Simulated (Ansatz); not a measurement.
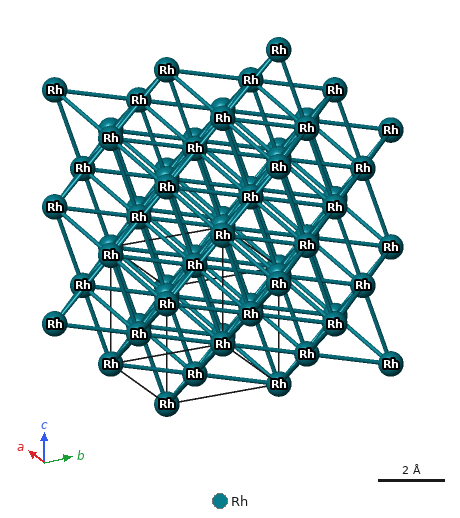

This is a symmetric starting cell of Rh. A ball-and-stick model of the conventional cell (4 times the calculation's cell), repeated 2 × 2 × 2 with one cell outlined, seen from a free direction. Lengths and directions refer to the drawn axes.

The calculation used Ansatz 0.2.0, DFT PBE, scalar-relativistic, plane waves, PAW. (plane-wave cutoff 420 eV; k-point mesh 16 × 18 × 18; occupations gaussian; smearing width 0.1 eV; no spin polarisation)

The variant: The cell is strained by +12.8 % along [1 −1 −1] and +0.8 % across it (volume +14.7 %), the atoms keeping their fractional coordinates. No relaxation follows. The starting cell wasn't computed here and needn't be at equilibrium, so pressure and forces aren't due to the change alone.

> Predict the response.

The pressure is −18.7 GPa (not all of it need come from the change, since the unchanged cell can be under pressure at this level too). The principal stresses (compression positive) are −34.4 GPa along [1 −1 −1] and −10.8 GPa across it. All forces vanish by symmetry. Among the bonded contacts that change: Rh–Rh 2.689 → 2.712 to 2.931 Å. The space group (tolerance 0.01 Å) goes from Fm-3m (No. 225) to R-3m (No. 166).

The changed structure in the same view:

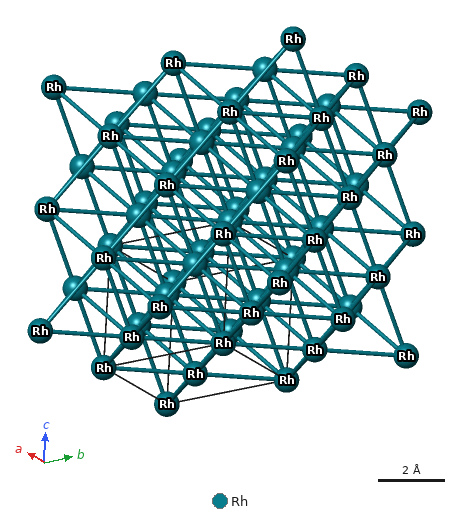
